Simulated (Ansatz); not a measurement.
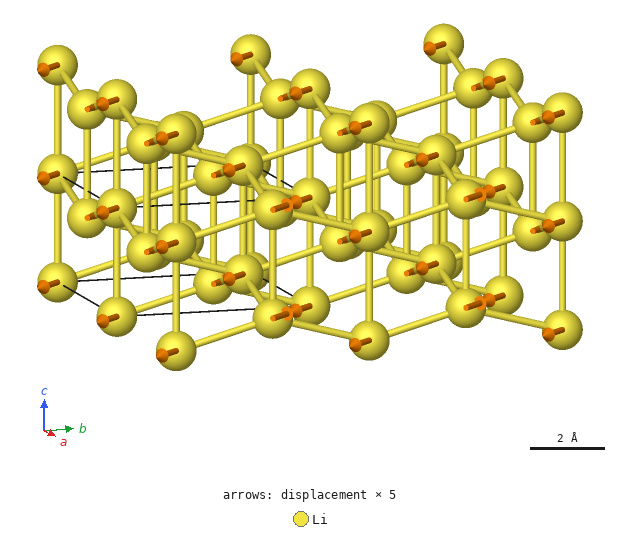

This is a relaxation of a crystal of Li (a generated structure, set up in I4_1/amd). The starting structure is drawn; orange arrows show the displacements (the part carried along by the change of the cell is left out), 5 times their true length.

Style: ball-and-stick. Shown: the conventional cell (2 times the calculation's cell), repeated 2 × 2 × 2 with one cell outlined, slightly off an axis. Lengths and directions refer to the drawn axes.

Phase: beta-Sn type.

Theory: DFT, revPBE, plane waves (420 eV) with PAW, scalar-relativistic in Ansatz.

The input:
```yaml
crystal:
  lattice:
    - [-2.7491560018, 2.7491560018, 1.501039177]
    - [2.7491560018, -2.7491560018, 1.501039177]
    - [2.7491560018, 2.7491560018, -1.501039177]
  atoms:
    - { symbol: Li, position: [0.0, 0.0, 0.0] }
    - { symbol: Li, position: [0.75, 0.25, 0.5] }
hamiltonian:
  xc: revpbe
  pseudopotentials:
    kind: paw
    azcp:
      Li: "pseudopotentials/Li.paw.azcp"
basis:
  ecutwfc: 420
  fft_grid_basis: typed
kpoints:
  mp_grid: { grid: [12, 12, 8], shift: [0, 0, 0] }
magnetization:
  spin_polarized: false
scf:
  occupations: { method: fermi_dirac, width: 0.1 }
relax:
  max_steps: 60
  f_tol: 0.01
  cell: {}
output:
  write_density: true
  write_potential: true
  elf: true
  volumetric_format: npy
```

Run as
```bash
ansatz run input.yaml --threads 2 --pin off --max-ram 5120MiB --backend cpu --events-out ev --progress --plain --runs-dir out
```

Question: What did the optimiser do to the structure, and how much energy did it gain?

Answer: The energy falls by 77.9 meV per atom in 20 accepted moves (25 points after the start). Largest force component: 0.00016 eV/Å at the start, 0.00099 eV/Å at the end. Pressure: −0.69 GPa at the start and −0.01 GPa at the end. The line search rejected the trial steps at points 13, 17 of the run. The SCF was repeated 3 times at an unchanged geometry on a basis and grid sized afresh for the cell, which shifted the energy by 5.9 meV per atom at most. The largest moves relative to the cell, 0.23 Å, are those of Li1 and Li2. Li2 goes along [−1 1 0]. The drawn cell changes as follows: a = b 5.498 → 5.931 Å (+7.9 %), c 3.002 → 3.112 Å (+3.6 %), α 90.0° → 105.0°, β 90.0° → 105.0°, γ 90.0° → 53.9°; the volume changes by −6.8 %. Some distances before and after: Li1–Li1 4.168 → 3.106 Å, Li1–Li2 3.554 → 3.103 Å, Li1–Li2 (another image) 2.850 → 3.108 Å, Li1–Li1 (another image) 3.002 → 3.112 Å. Bond angles that change, for instance: Li2–Li1–Li2 94.0° → 146.8°, Li2–Li1–Li2 94.0° → 60.1°, Li1–Li1–Li2 105.3° → 90.2°. The space group (tolerance 0.01 Å) goes from I4_1/amd (No. 141) to C2/c (No. 15). Cost: 33 s on 2 threads of Intel(R) Xeon(R) 6975P-C (Granite Rapids), on a shared host, peak memory 0.58 GiB.
